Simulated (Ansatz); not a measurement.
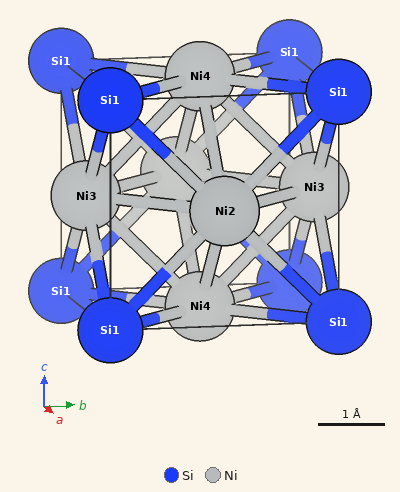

Fig. 1: The structure as given in the input (ball-and-stick view of the cell of the calculation, seen slightly off an axis; atoms are numbered from 1 in the order of the input). An atom can appear more than once, as a periodic image. Near neighbours in the periodic cell (some may lie outside the picture): Si has 12 Ni at 2.53 Å; Ni has 8 Ni at 2.53 Å and 4 Si at 2.53 Å.

# Ni3Si: a failed or faulty run and its cure

System: Ni3Si (Pm-3m, 4 atoms in the cell, total charge +6).
Method of run 1: DFT, PBE, plane waves, PAW, no spin polarisation (Ansatz 0.2.0).

The structure was made by a generator, so it may or may not be a known phase. Some settings of this run were made unusual or wrong on purpose. Text and figures count atoms from 1; the logs count them from 0 in places.

### The input, run 1
```yaml
crystal:
  lattice:
    - [3.5750779476, 0.0, 0.0]
    - [0.0, 3.5750779476, 0.0]
    - [0.0, 0.0, 3.5750779476]
  atoms:
    - { symbol: Si, position: [0.0, 0.0, 0.0] }
    - { symbol: Ni, position: [0.0, 0.5, 0.5] }
    - { symbol: Ni, position: [0.5, 0.0, 0.5] }
    - { symbol: Ni, position: [0.5, 0.5, 0.0] }
basis:
  ecutwfc: 420
kpoints:
  mp_grid: { grid: [14, 14, 14] }
hamiltonian:
  xc: pbe
scf:
  occupations: { method: gaussian, width: 0.1 }
  max_iter: 75
output:
  forces: true
  eigenvalues: true
  stress: true
total_charge: 6
```

Command:
```bash
ansatz run input.yaml --threads 1 --pin off --max-ram 2560MiB --backend cpu --events-out ev --progress --plain --runs-dir out
```

Hardware: 1 thread of Intel Xeon @ 2.50GHz (Skylake/Cascade Lake), 189 GiB of memory available, shared host.

### Output, shortened to warnings, some set-up lines, iterations and results (run 1)
```
Basis set: ecut = 420 eV, 895 PW (Γ), exchange–correlation on 48×48×48 points (8 copies of the dense FFT grid, shifted against one another)
Symmetry: 48 space group operations
k-points: 120 of 2744
Initial density: superposition of atomic densities (neutral atoms scaled as one to the charged cell's electrons: chi_scale 0, normalization atom), corrected by the library's trained network
[...]
SCF iter   1: F=—  HF=-18375.871780 eV  |F-HF|=—  |Δ(HF+E_count)|=         —  Δρ=1.18e0  dr2=3.89e2  ethr=1.77e-3  ⟨swp⟩=5.2  Hψ=15536  notcnv=0  defer=113
SCF iter   2: F=—  HF=-18247.255183 eV  |F-HF|=—  |Δ(HF+E_count)|=    1.29e2  Δρ=1.94e-1  dr2=2.52e1  ethr=1.77e-3  ⟨swp⟩=5.2  Hψ=14627  notcnv=0  defer=120
SCF iter   3: F=—  HF=-18242.420785 eV  |F-HF|=—  |Δ(HF+E_count)|=    4.83e0  Δρ=1.30e-1  dr2=1.25e1  ethr=1.77e-3  ⟨swp⟩=4.4  Hψ=11426  notcnv=0  defer=56
SCF iter   4: F=—  HF=-18245.789346 eV  |F-HF|=—  |Δ(HF+E_count)|=    3.37e0  Δρ=1.61e-1  dr2=5.91e0  ethr=1.77e-3  ⟨swp⟩=4.2  Hψ=10552  notcnv=0  defer=46
SCF iter   5: F=—  HF=-18247.933056 eV  |F-HF|=—  |Δ(HF+E_count)|=    2.14e0  Δρ=1.76e-1  dr2=1.10e1  ethr=1.77e-3  ⟨swp⟩=3.9  Hψ=9397  notcnv=0  defer=13
SCF iter   6: F=—  HF=-18247.827624 eV  |F-HF|=—  |Δ(HF+E_count)|=   1.05e-1  Δρ=1.80e-1  dr2=1.14e1  ethr=1.77e-3  ⟨swp⟩=1.8  Hψ=4955  notcnv=0  defer=14
SCF iter   7: F=—  HF=-18247.153838 eV  |F-HF|=—  |Δ(HF+E_count)|=   6.74e-1  Δρ=1.53e-1  dr2=7.98e0  ethr=1.77e-3  ⟨swp⟩=2.1  Hψ=5366  notcnv=0  defer=15
SCF iter   8: F=—  HF=-18245.943796 eV  |F-HF|=—  |Δ(HF+E_count)|=    1.21e0  Δρ=1.87e-2  dr2=9.26e-2  ethr=1.77e-3  ⟨swp⟩=4.3  Hψ=8180  notcnv=0  defer=30
SCF iter   9: F=—  HF=-18245.931149 eV  |F-HF|=—  |Δ(HF+E_count)|=   1.26e-2  Δρ=5.81e-3  dr2=9.35e-3  ethr=1.78e-4  ⟨swp⟩=2.4  Hψ=5252  notcnv=0  defer=6
SCF iter  10: F=—  HF=-18245.929878 eV  |F-HF|=—  |Δ(HF+E_count)|=   1.27e-3  Δρ=5.70e-4  dr2=1.10e-4  ethr=1.80e-5  ⟨swp⟩=2.2  Hψ=5101  notcnv=0  defer=6
SCF iter  11: F=—  HF=-18245.929869 eV  |F-HF|=—  |Δ(HF+E_count)|=   9.02e-6  Δρ=2.13e-4  dr2=9.65e-6  ethr=2.12e-7  ⟨swp⟩=2.0  Hψ=5695  notcnv=0  defer=6
SCF iter  12: F=—  HF=-18245.929813 eV  |F-HF|=—  |Δ(HF+E_count)|=   5.59e-5  Δρ=9.73e-5  dr2=1.89e-6  ethr=1.86e-8  ⟨swp⟩=2.0  Hψ=4913  notcnv=0  defer=6
SCF iter  13: F=-18245.929813 eV  HF=-18245.929813 eV  |F-HF|=1.42e-8  |Δ(HF+E_count)|=   4.72e-8  Δρ=9.78e-6  dr2=3.90e-8  ethr=1.92e-10  ⟨swp⟩=4.4  Hψ=17716  notcnv=0
SCF 1 converged in 13 iterations: F = -18245.929813 eV  dr2 = 3.90e-8
SCF converged after 13 iterations
Free energy (F): -18245.929813 eV
Harris-Foulkes:  -18245.929813 eV  (|F-HF|=1.42e-8)
Internal energy: -18245.871349 eV  (E = F + TS)
E sigma→0 (E₀):  -18245.900581 eV
Entropy (-TS):   -0.058464 eV (-14.616 meV/atom)
Fermi energy:    13.632064 eV
--- Per-component energies (eV) ---
  E_band       = -1085.964570
  E_kinetic    = 778.712020
  E_local      = -11738.236068  (includes V_loc(G=0)·N_el)
  E_nonlocal   = 1827.401956
  E_hartree    = 4905.750247
  E_xc         = -250.425538
  E_vxc        = -297.385346  (∫ρ·V_xc dr)
  E_paw        = -5336.260848  (= ΣΔE_a)
  E_vpaw       = -1467.944608  (= ΣTr[D̂ρ^β])
  E_aug_tail   = 0.001463  (compensation charges beyond the density's cutoff)
  E_ewald      = -8432.814582
  E_smearing   = -0.058464  (= −TS)
  E_closure    = 0.000000  (closes the sum)
  E_deformation_potential = 151.106530  (in the stress; not in F)
  Σ components = -18245.929813   (vs F -18245.929813, Δ=0.00e0)
--- Forces (eV/Å), atoms counted from 1 ---
  atom   1  Si    -0.00000000     0.00000000     0.00000000
  atom   2  Ni     0.00000000    -0.00000000     0.00000000
  atom   3  Ni     0.00000000    -0.00000000    -0.00000000
  atom   4  Ni     0.00000000     0.00000000     0.00000000
  max |Σ_I F_I| component: 2.93e-28 eV/Å
--- Stress (GPa, compression-positive) ---
      110.067700       0.000000       0.000000
        0.000000     110.067700       0.000000
       -0.000000       0.000000     110.067700
  P = ⅓ Tr σ = 110.0677 GPa (1100.677 kbar)
```

What went wrong, and how is the input to be mended?

Answer. This input holds a deliberate fault: a charge that the system can't hold (`total_charge`). The cell cannot bind or give up so many electrons; the background charge dominates. The run converged all the same; its numbers are those of the faulty input and shouldn't be used. The cell is charged and computed with a neutralising background, so its energy and pressure depend on the cell and aren't those of a real crystal.

A run of the same system that converges differs from this input as follows (lines with − go, lines with + come):
```diff
-  max_iter: 75
-total_charge: 6
```

### Output, shortened to warnings, some set-up lines, iterations and results (run 2)
```
Basis set: ecut = 420 eV, 895 PW (Γ), exchange–correlation on 48×48×48 points (8 copies of the dense FFT grid, shifted against one another)
Symmetry: 48 space group operations
k-points: 120 of 2744
Initial density: superposition of atomic densities (neutral atoms: chi_scale 0, normalization atom), corrected by the library's trained network
[...]
SCF iter   1: F=—  HF=-18156.713916 eV  |F-HF|=—  |Δ(HF+E_count)|=         —  Δρ=3.39e-3  dr2=5.68e-3  ethr=1.77e-3  ⟨swp⟩=5.2  Hψ=14916  notcnv=0
SCF iter   2: F=—  HF=-18156.713925 eV  |F-HF|=—  |Δ(HF+E_count)|=   9.05e-6  Δρ=1.77e-3  dr2=1.89e-3  ethr=9.79e-6  ⟨swp⟩=2.0  Hψ=8057  notcnv=0
SCF iter   3: F=—  HF=-18156.713591 eV  |F-HF|=—  |Δ(HF+E_count)|=   3.34e-4  Δρ=9.28e-4  dr2=4.23e-4  ethr=3.26e-6  ⟨swp⟩=2.6  Hψ=5743  notcnv=0
SCF iter   4: F=—  HF=-18156.713508 eV  |F-HF|=—  |Δ(HF+E_count)|=   8.37e-5  Δρ=2.63e-4  dr2=4.77e-5  ethr=7.29e-7  ⟨swp⟩=1.9  Hψ=5346  notcnv=0
SCF iter   5: F=—  HF=-18156.713370 eV  |F-HF|=—  |Δ(HF+E_count)|=   1.38e-4  Δρ=5.95e-5  dr2=1.04e-6  ethr=8.22e-8  ⟨swp⟩=2.0  Hψ=5405  notcnv=0
SCF iter   6: F=—  HF=-18156.713370 eV  |F-HF|=—  |Δ(HF+E_count)|=   4.74e-8  Δρ=1.69e-5  dr2=1.51e-7  ethr=1.79e-9  ⟨swp⟩=2.2  Hψ=6100  notcnv=0
SCF iter   7: F=-18156.713370 eV  HF=-18156.713370 eV  |F-HF|=5.69e-8  |Δ(HF+E_count)|=   2.40e-8  Δρ=1.21e-5  dr2=5.57e-8  ethr=1.72e-10  ⟨swp⟩=7.0  Hψ=17795  notcnv=0
SCF 1 converged in 7 iterations: F = -18156.713370 eV  dr2 = 5.57e-8
SCF converged after 7 iterations
Free energy (F): -18156.713370 eV
Harris-Foulkes:  -18156.713370 eV  (|F-HF|=5.69e-8)
Internal energy: -18156.702619 eV  (E = F + TS)
E sigma→0 (E₀):  -18156.707994 eV
Entropy (-TS):   -0.010751 eV (-2.688 meV/atom)
Fermi energy:    16.278770 eV
--- Per-component energies (eV) ---
  E_band       = -907.109309
  E_kinetic    = 890.906479
  E_local      = -11894.688184  (includes V_loc(G=0)·N_el)
  E_nonlocal   = 1933.685897
  E_hartree    = 5062.596086
  E_xc         = -310.718074
  E_vxc        = -376.437577  (∫ρ·V_xc dr)
  E_paw        = -5405.671736  (= ΣΔE_a)
  E_vpaw       = -1585.801188  (= ΣTr[D̂ρ^β])
  E_aug_tail   = 0.001495  (compensation charges beyond the density's cutoff)
  E_ewald      = -8432.814582
  E_smearing   = -0.010751  (= −TS)
  E_closure    = -0.000000  (closes the sum)
  Σ components = -18156.713370   (vs F -18156.713370, Δ=0.00e0)
--- Forces (eV/Å), atoms counted from 1 ---
  atom   1  Si    -0.00000000     0.00000000     0.00000000
  atom   2  Ni     0.00000000    -0.00000000    -0.00000000
  atom   3  Ni    -0.00000000    -0.00000000     0.00000000
  atom   4  Ni     0.00000000    -0.00000000     0.00000000
  max |Σ_I F_I| component: 1.01e-28 eV/Å
--- Stress (GPa, compression-positive) ---
      -10.832107      -0.000000       0.000000
        0.000000     -10.832107       0.000000
        0.000000       0.000000     -10.832107
  P = ⅓ Tr σ = -10.8321 GPa (-108.321 kbar)
```

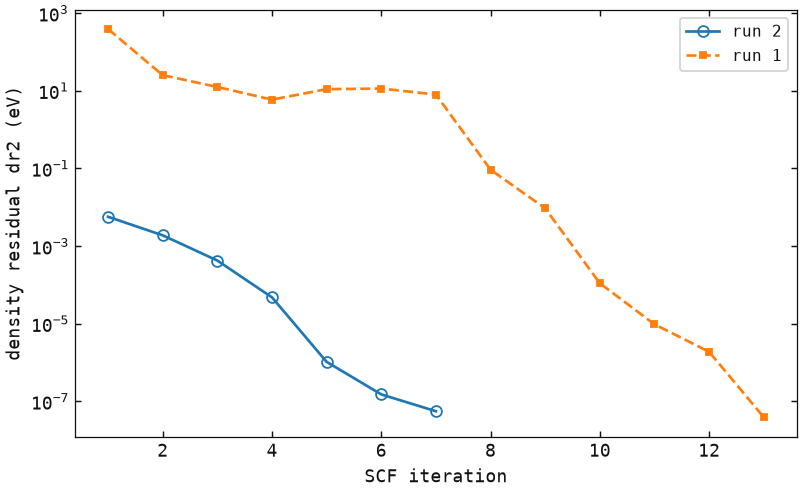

Fig. 2: Convergence of the two runs: density residual dr2 against the SCF iteration. Run 2 takes 7 iterations in all, and run 1 takes 13.

### The two runs side by side

```tsv
quantity	run 1	run 2
outcome	converged	converged
free energy per atom (eV)	−4561.4825	−4539.1783
energy per atom, smearing taken to zero (eV)	−4561.4751	−4539.1770
gap on the mesh (eV)	0.00	0.00
pressure (GPa)	110.07	−10.83
largest force (eV/Å)	0.000	0.000
SCF iterations	13	7
irreducible k-points	120	120
plane waves at Γ	895	895
wall time (shared host)	30 s	19 s
```

The total energies belong to different systems, so their difference says nothing on which is more stable or more accurate. The pressure goes from 110.07 to −10.83 GPa. A charged cell is computed with a uniform neutralising background, so its energy and pressure depend on the cell and aren't those of a real crystal. The SCF takes 7 iterations against 13. On the same kind of shared host run 2 took about 0.65 times as long.

Notes on run 2: The run has no spin polarisation, so a magnetic state may lie lower. The cell is under a tension of 10.8 GPa at this level, so it is not at its equilibrium volume.
